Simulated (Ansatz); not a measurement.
Read the following structure.

```
CELL_PARAMETERS angstrom
2.84845 0.00000 0.00000
-1.42423 2.46683 0.00000
0.00000 0.00000 10.48194
ATOMIC_POSITIONS crystal
Mg 0.00000 0.00000 0.00000
O 0.66667 0.33333 0.76212
O 0.66667 0.33333 0.90455
Mg 0.66667 0.33333 0.33333
O 0.33333 0.66667 0.09545
O 0.33333 0.66667 0.23788
Mg 0.33333 0.66667 0.66667
O 0.00000 0.00000 0.42879
O 0.00000 0.00000 0.57121
```

**Say what kind of structure these coordinates give.**

The solid is MgO2. The structure has R-3m (No. 166) symmetry and a rhombohedral (trigonal R) lattice. It has 9 atoms to the cell (3 Mg, 6 O). Neighbours within bonding distance: Mg 6 and O 4.

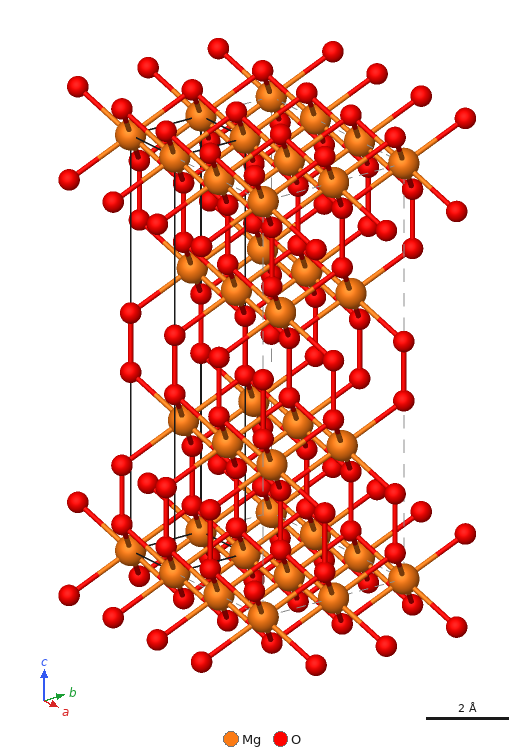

Drawn in the ball-and-stick manner and seen slightly off an axis. The picture spans 3×2×1 cells, one conventional unit cell being drawn with solid lines. Some neighbours outside the box are added.

The cell started as a structure listed in the Materials Project. The cell was then strained or its atoms displaced on purpose. It was run through Ansatz as a DFT input.

At this level of theory the run's own cell isn't at rest (compressed, at 34 GPa and forces up to 2.4 eV/Å), so its distances can differ from those at equilibrium, the more so the softer the solid.
